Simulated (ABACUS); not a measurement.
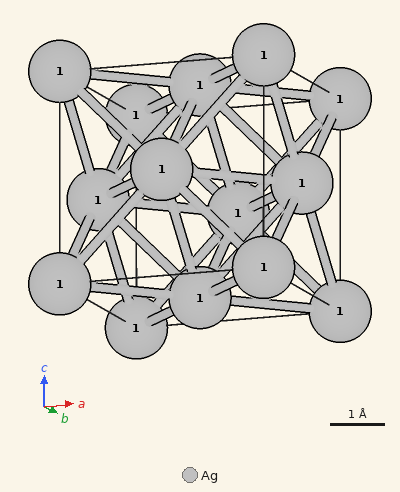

The structure (ball-and-stick view of the cell 4 times as large as that of the calculation, set on its symmetry axes, seen at an oblique angle; atoms are numbered from 1 in the order of the input).

**Run report: Ag, band-structure run**

The run: band-structure run of Ag (1 atom in the cell). Method and program: Kohn-Sham DFT of a periodic cell, LDA, PseudoDojo NC SR 0.4.1 LDA standard, no spin polarisation (ABACUS 3.10.1).

The structure derives from an entry of the Crystallography Open Database. It belongs to a series of runs on one base structure; here: bands on the converged density.

Input:
```
INPUT_PARAMETERS
suffix              Ag
calculation         nscf
basis_type          lcao
pseudo_dir          ./
orbital_dir         ./
symmetry            -1
dft_functional      pz
ecutwfc             100.0
pseudo_rcut         7
nspin               1
nbands              20
ks_solver           genelpa
smearing_method     fd
smearing_sigma      0.00367493
scf_thr             1e-07
scf_nmax            100
mixing_type         broyden
mixing_beta         0.7
init_chg            file
out_band            1
```

File STRU:
```
ATOMIC_SPECIES
Ag 107.8682 Ag.upf

NUMERICAL_ORBITAL
Ag_confined-atom_7au_3s2p2d1f.orb

LATTICE_CONSTANT
1.8897261246

LATTICE_VECTORS
0.0000000000 2.0427500000 2.0427500000
2.0427500000 0.0000000000 2.0427500000
2.0427500000 2.0427500000 0.0000000000

ATOMIC_POSITIONS
Direct

Ag
0.0
1
0.0000000000 0.0000000000 0.0000000000 1 1 1
```

File KPT:
```
K_POINTS
12
Line
0.00000000 0.00000000 0.00000000 10 // G
0.50000000 0.00000000 0.50000000 10 // X
0.50000000 0.25000000 0.75000000 10 // W
0.37500000 0.37500000 0.75000000 10 // K
0.00000000 0.00000000 0.00000000 10 // G
0.50000000 0.50000000 0.50000000 10 // L
0.62500000 0.25000000 0.62500000 10 // U
0.50000000 0.25000000 0.75000000 10 // W
0.50000000 0.50000000 0.50000000 10 // L
0.37500000 0.37500000 0.75000000 1 // K
0.62500000 0.25000000 0.62500000 10 // U
0.50000000 0.00000000 0.50000000 1 // X
```

Run on 4 threads of AMD EPYC 7571, 12 GiB of memory available, shared host.

Run as:
```bash
OMP_NUM_THREADS=1 mpirun -np 4 abacus > log
```

What the program printed:
```
ABACUS v3.10.1

               Atomic-orbital Based Ab-initio Computation at UStc

 ------------------------------------------------------------------------------------

 READING GENERAL INFORMATION
                           global_out_dir = OUT.Ag/
                           global_in_card = INPUT
                               pseudo_dir = ./
                              orbital_dir = ./
                                    DSIZE = 4
                                    GSIZE = 1

 READING UNITCELL INFORMATION
                                    ntype = 1
                  lattice constant (Bohr) = 1.88973
              lattice constant (Angstrom) = 1

 READING ATOM TYPE 1
                               atom label = Ag
                      L=0, number of zeta = 3
                      L=1, number of zeta = 2
                      L=2, number of zeta = 2
                      L=3, number of zeta = 1
             number of atom for this type = 1

                        TOTAL ATOM NUMBER = 1
DIRECT COORDINATES
    atom                   x                   y                   z     mag                  vx                  vy                  vz
taud_Ag1            0.0000000000        0.0000000000        0.0000000000  0.0000        0.0000000000        0.0000000000        0.0000000000

                          Volume (Bohr^3) = 115.046
                             Volume (A^3) = 17.0481

 Lattice vectors: (Cartesian coordinate: in unit of a_0)
                   +0            +2.04275            +2.04275
             +2.04275                  +0            +2.04275
             +2.04275            +2.04275                  +0
 Reciprocal vectors: (Cartesian coordinate: in unit of 2 pi/a_0)
            -0.244768           +0.244768           +0.244768
            +0.244768           -0.244768           +0.244768
            +0.244768           +0.244768           -0.244768
 The esolver type has been set to : ksdft_lcao

                PAO radial cut off (Bohr) = 7

 Read in pseudopotential file is Ag.upf
                     pseudopotential type = NC
          exchange-correlation functional = SLAPWNOGXNOGC
                 nonlocal core correction = 1
                        valence electrons = 19
                                     lmax = 2
                           number of zeta = 4
                     number of projectors = 6
                           L of projector = 0
                           L of projector = 0
                           L of projector = 1
                           L of projector = 1
                           L of projector = 2
                           L of projector = 2
 XC functional updated to : pz
          exchange-correlation functional = PZ
     initial pseudo atomic orbital number = 10

 SETUP THE ELECTRONS NUMBER
            electron number of element Ag = 19
      total electron number of element Ag = 19
            AUTOSET number of electrons:  = 19
                           occupied bands = 10
                                   NLOCAL = 26
                                   NBANDS = 20
                                   NBANDS = 20
                                   NLOCAL = 26

%%%%%%%%%%%%%%%%%%%%%%%%%%%%%%%%%%%%%%%%%%%%%%%%%%%%%%%%%%%%%%%%%%%%%%%%%%%%%%%%%%%%%%%%%%%%%%%%%%%%%%%%%%
 Warning: the number of valence electrons in pseudopotential > 11 for Ag: [Kr] 4d10 5s1
 Pseudopotentials with additional electrons can yield (more) accurate outcomes, but may be less efficient.
 If you're confident that your chosen pseudopotential is appropriate, you can safely ignore this warning.
%%%%%%%%%%%%%%%%%%%%%%%%%%%%%%%%%%%%%%%%%%%%%%%%%%%%%%%%%%%%%%%%%%%%%%%%%%%%%%%%%%%%%%%%%%%%%%%%%%%%%%%%%%

 SETUP THE PLANE WAVE BASIS
 energy cutoff for charge/potential (unit:Ry) = 400
            fft grid for charge/potential = [ 36, 36, 36 ]
                        fft grid division = [ 3, 3, 3 ]
        big fft grid for charge/potential = [ 12, 12, 12 ]
                                     nbxx = 432
                                     nrxx = 11664

 SETUP PLANE WAVES FOR CHARGE/POTENTIAL
                    number of plane waves = 15593
                         number of sticks = 823

 PARALLEL PW FOR CHARGE/POTENTIAL
     PROC   COLUMNS(POT)             PW
        1            206           3899
        2            206           3899
        3            206           3899
        4            205           3896
 --------------- sum -------------------
        4            823          15593
                            number of |g| = 203
                                  max |g| = 36.1266
                                  min |g| = 0.179734

----------- Double Check Mixing Parameters Begin ------------
mixing_type: broyden
mixing_beta: 0.7
mixing_gg0: 1
mixing_gg0_min: 0.1
mixing_ndim: 8
----------- Double Check Mixing Parameters End ------------

 SETUP K-POINTS
                                    nspin = 1
                                   nkstot = 102
K-POINTS DIRECT COORDINATES
 KPOINTS    DIRECT_X    DIRECT_Y    DIRECT_Z  WEIGHT
       1  0.00000000  0.00000000  0.00000000  1.0000
       2  0.05000000  0.00000000  0.05000000  1.0000
       3  0.10000000  0.00000000  0.10000000  1.0000
       4  0.15000000  0.00000000  0.15000000  1.0000
       5  0.20000000  0.00000000  0.20000000  1.0000
       6  0.25000000  0.00000000  0.25000000  1.0000
       7  0.30000000  0.00000000  0.30000000  1.0000
       8  0.35000000  0.00000000  0.35000000  1.0000
       9  0.40000000  0.00000000  0.40000000  1.0000
      10  0.45000000  0.00000000  0.45000000  1.0000
      11  0.50000000  0.00000000  0.50000000  1.0000
      12  0.50000000  0.02500000  0.52500000  1.0000
      13  0.50000000  0.05000000  0.55000000  1.0000
      14  0.50000000  0.07500000  0.57500000  1.0000
      15  0.50000000  0.10000000  0.60000000  1.0000
      16  0.50000000  0.12500000  0.62500000  1.0000
      17  0.50000000  0.15000000  0.65000000  1.0000
      18  0.50000000  0.17500000  0.67500000  1.0000
      19  0.50000000  0.20000000  0.70000000  1.0000
      20  0.50000000  0.22500000  0.72500000  1.0000
      21  0.50000000  0.25000000  0.75000000  1.0000
      22  0.48750000  0.26250000  0.75000000  1.0000
      23  0.47500000  0.27500000  0.75000000  1.0000
      24  0.46250000  0.28750000  0.75000000  1.0000
      25  0.45000000  0.30000000  0.75000000  1.0000
      26  0.43750000  0.31250000  0.75000000  1.0000
      27  0.42500000  0.32500000  0.75000000  1.0000
      28  0.41250000  0.33750000  0.75000000  1.0000
      29  0.40000000  0.35000000  0.75000000  1.0000
      30  0.38750000  0.36250000  0.75000000  1.0000
[... 72 further k points ...]

           k-point number in this process = 102
       minimum distributed K point number = 102

[... K-POINTS CARTESIAN COORDINATES: 102 rows ...]

[... K-POINTS DIRECT COORDINATES: 102 rows ...]

 SETUP PLANE WAVES FOR WAVE FUNCTIONS
     energy cutoff for wavefunc (unit:Ry) = 100
              fft grid for wave functions = [ 36, 36, 36 ]
                    number of plane waves = 2565
                         number of sticks = 253

 PARALLEL PW FOR WAVE FUNCTIONS
     PROC   COLUMNS(POT)             PW
        1             63            641
        2             63            641
        3             63            642
        4             64            641
 --------------- sum -------------------
        4            253           2565

 SET NONLOCAL PSEUDOPOTENTIAL PROJECTORS
 max number of nonlocal projetors among all species is 6

 -------------------------------------------
 NONSELF-CONSISTENT
 -------------------------------------------

 SETUP SEARCHING RADIUS FOR PROGRAM TO SEARCH ADJACENT ATOMS
                  longest orb rcut (Bohr) = 7
   longest nonlocal projector rcut (Bohr) = 1.66
                     search radius (Bohr) = 17.3
              searching radius is (Bohr)) = 17.3
         searching radius unit is (Bohr)) = 1.89
                         PeriodicBoundary = 1
                        Radius(unit:lat0) = 9.17
                                   glayer = [ 5, 5, 5 ]
                             glayer_minus = [ 4, 4, 4 ]

Find the coordinate range of the input atom(unit:lat0).
                                  min_tau = [ -16.3, -16.3, -16.3 ]
                                  max_tau = [ 16.3, 16.3, 16.3 ]
                                BoxNumber = [ 9, 9, 9 ]

 SETUP EXTENDED REAL SPACE GRID FOR GRID INTEGRATION
                          real space grid = [ 36, 36, 36 ]
                 big cell numbers in grid = [ 12, 12, 12 ]
             meshcell numbers in big cell = [ 3, 3, 3 ]
                        extended fft grid = [ 19, 19, 19 ]
                dimension of extened grid = [ 51, 51, 51 ]
                            UnitCellTotal = 125
              Atom number in sub-FFT-grid = 1
    Local orbitals number in sub-FFT-grid = 26
                                ParaV.nnr = 15717
                                 init_chg = file
 try to read charge from file
 Read in the charge density: OUT.Ag//Ag-CHARGE-DENSITY.restart

 LCAO ALGORITHM --------------- ION=   1  ELEC=   1--------------------------------
[... levels at 102 k points of this process ...]

 Density error is 0.00000000000
----------------------------------------------------------
     Energy           Rydberg                 eV
----------------------------------------------------------
 E_KohnSham     -309.8595626168      -4215.8556313757
 E_KS(sigma->0) -309.8595235670      -4215.8551000763
 E_Harris       -309.8595626168      -4215.8556313757
 E_band         -17.4634702799       -237.6027026601
 E_one_elec     -120.1374956886      -1634.5544848157
 E_Hartree      70.6800514410        961.6514345301
 E_xc           -46.0195085235       -626.1275350796
 E_Ewald        -214.3825317460      -2916.8239834116
 E_entropy(-TS) -0.0000780996        -0.0010625990
 E_descf        0.0000000000         0.0000000000
 E_exx          0.0000000000         0.0000000000
 E_Fermi        1.3976979590         19.0166563254
----------------------------------------------------------

 charge density convergence is achieved
 final etot is -4215.8556314 eV
 EFERMI = 19.016656325 eV

 STATE ENERGY(eV) AND OCCUPATIONS    NSPIN == 1
 1/102 kpoint (Cartesian) = 0.0000 0.0000 0.0000 (479 pws)
       1       -74.7413      0.0196078
       2       -38.1954      0.0196078
       3       -38.1954      0.0196078
       4       -38.1954      0.0196078
       5        9.16229      0.0196078
       6        12.2823      0.0196078
       7        12.2823      0.0196078
       8        12.2823      0.0196078
       9        13.3435      0.0196078
      10        13.3435      0.0196078
      11        33.8338        0.00000
      12        37.1774        0.00000
      13        37.1774        0.00000
      14        37.1774        0.00000
      15        44.7721        0.00000
      16        44.7721        0.00000
      17        44.7721        0.00000
      18        47.3803        0.00000
      19        47.3803        0.00000
      20        47.3803        0.00000

 2/102 kpoint (Cartesian) = 0.0000 0.024477 0.0000 (484 pws)
       1       -74.7407      0.0196078
       2       -38.1993      0.0196078
       3       -38.1969      0.0196078
       4       -38.1969      0.0196078
       5        9.26745      0.0196078
       6        12.2401      0.0196078
       7        12.3207      0.0196078
       8        12.3207      0.0196078
       9        13.3010      0.0196078
      10        13.3613      0.0196078
      11        33.8626        0.00000
      12        36.8696        0.00000
      13        36.8696        0.00000
      14        36.9363        0.00000
      15        44.3125        0.00000
      16        44.3125        0.00000
      17        45.0178        0.00000
      18        45.9455        0.00000
      19        48.4116        0.00000
      20        48.4116        0.00000

 3/102 kpoint (Cartesian) = 0.0000 0.048954 0.0000 (488 pws)
       1       -74.7390      0.0196078
       2       -38.2108      0.0196078
       3       -38.2015      0.0196078
       4       -38.2015      0.0196078
       5        9.57499      0.0196078
       6        12.1194      0.0196078
       7        12.4347      0.0196078
       8        12.4347      0.0196078
       9        13.1852      0.0196078
      10        13.4130      0.0196078
      11        33.9445        0.00000
      12        35.9740        0.00000
      13        35.9740        0.00000
      14        36.3203        0.00000
      15        43.1459        0.00000
      16        44.0150        0.00000
      17        44.0150        0.00000
      18        45.7462        0.00000
      19        50.3795        0.00000
      20        50.3795        0.00000

 4/102 kpoint (Cartesian) = 0.0000 0.073430 0.0000 (491 pws)
       1       -74.7365      0.0196078
       2       -38.2286      0.0196078
       3       -38.2086      0.0196078
       4       -38.2086      0.0196078
       5        10.0532      0.0196078
       6        11.9362      0.0196078
       7        12.6200      0.0196078
       8        12.6200      0.0196078
       9        13.0392      0.0196078
      10        13.4948      0.0196078
      11        34.0676        0.00000
      12        34.6603        0.00000
      13        34.6603        0.00000
      14        35.5199        0.00000
      15        40.1265        0.00000
      16        44.4040        0.00000
      17        44.4040        0.00000
      18        46.9313        0.00000
      19        52.5409        0.00000
      20        52.5409        0.00000

 5/102 kpoint (Cartesian) = 0.0000 0.097907 0.0000 (492 pws)
       1       -74.7332      0.0196078
       2       -38.2509      0.0196078
       3       -38.2175      0.0196078
       4       -38.2175      0.0196078
       5        10.6094      0.0196078
       6        11.7128      0.0196078
       7        12.8683      0.0196078
       8        12.8683      0.0196078
       9        12.9727      0.0196078
      10        13.5995      0.0196078
      11        33.1791        0.00000
      12        33.1791        0.00000
      13        34.2158        0.00000
      14        34.5711        0.00000
      15        37.4077        0.00000
      16        45.4183        0.00000
      17        45.4183        0.00000
      18        48.5277        0.00000
      19        52.6799        0.00000
      20        54.6354        0.00000

 6/102 kpoint (Cartesian) = 0.0000 0.12238 0.0000 (495 pws)
       1       -74.7296      0.0196078
       2       -38.2754      0.0196078
       3       -38.2274      0.0196078
       4       -38.2274      0.0196078
       5        11.0140      0.0196078
       6        11.4744      0.0196078
       7        13.1658      0.0196078
       8        13.1658      0.0196078
       9        13.2353      0.0196078
      10        13.7180      0.0196078
      11        31.7146        0.00000
      12        31.7146        0.00000
      13        33.0670        0.00000
      14        34.3724        0.00000
      15        35.5462        0.00000
      16        46.9546        0.00000
      17        46.9546        0.00000
      18        50.4634        0.00000
      19        51.2154        0.00000
      20        56.5055        0.00000

[... levels at 96 further k points ...]

 --------------------------------------------
 !FINAL_ETOT_IS -4215.855631375732 eV
 --------------------------------------------

 Output bands in file: OUT.Ag/BANDS_1.dat
```

Standard output:
```
ABACUS v3.10.1

               Atomic-orbital Based Ab-initio Computation at UStc

 dft_functional readin is: pz
 dft_functional in pseudopot file is: SLAPWNOGXNOGC
 Please make sure this is what you need

%%%%%%%%%%%%%%%%%%%%%%%%%%%%%%%%%%%%%%%%%%%%%%%%%%%%%%%%%%%%%%%%%%%%%%%%%%%%%%%%%%%%%%%%%%%%%%%%%%%%%%%%%
 Warning: the number of valence electrons in pseudopotential > 11 for Ag: [Kr] 4d10 5s1
 Pseudopotentials with additional electrons can yield (more) accurate outcomes, but may be less efficient.
 If you're confident that your chosen pseudopotential is appropriate, you can safely ignore this warning.
%%%%%%%%%%%%%%%%%%%%%%%%%%%%%%%%%%%%%%%%%%%%%%%%%%%%%%%%%%%%%%%%%%%%%%%%%%%%%%%%%%%%%%%%%%%%%%%%%%%%%%%%%

 UNIFORM GRID DIM        : 36 * 36 * 36
 UNIFORM GRID DIM(BIG)   : 12 * 12 * 12
 ---------------------------------------------------------
 ---------------------------------------------------------
 SPIN    KPOINTS         PROCESSORS  THREADS     NBASE
 1       102             4           4           26
 ---------------------------------------------------------
 Use Systematically Improvable Atomic bases
 ---------------------------------------------------------
 ELEMENT ORBITALS        NBASE       NATOM       XC
 Ag      3s2p2d1f-7au    26          1
 ---------------------------------------------------------
 Initial plane wave basis and FFT box
 ---------------------------------------------------------
 -------------------------------------------
 NONSELF-CONSISTENT :
 -------------------------------------------
 START CHARGE      : file
 ITER       ETOT/eV          EDIFF/eV         DRHO     TIME/s
 GE1     -4.21585563e+03   0.00000000e+00   0.0000e+00   1.71
```

Results in brief:

```csv
quantity,value
outcome,converged
space group (tolerance 0.01 Å),Fm-3m (225)
electrons treated,19
Fermi energy of the self-consistent step,16.971 eV
wall time,2.9 s (CPU time 11 s)
peak memory,0.36 GiB
```

Remarks:

Points of doubt noted for this run: home made orbitals.
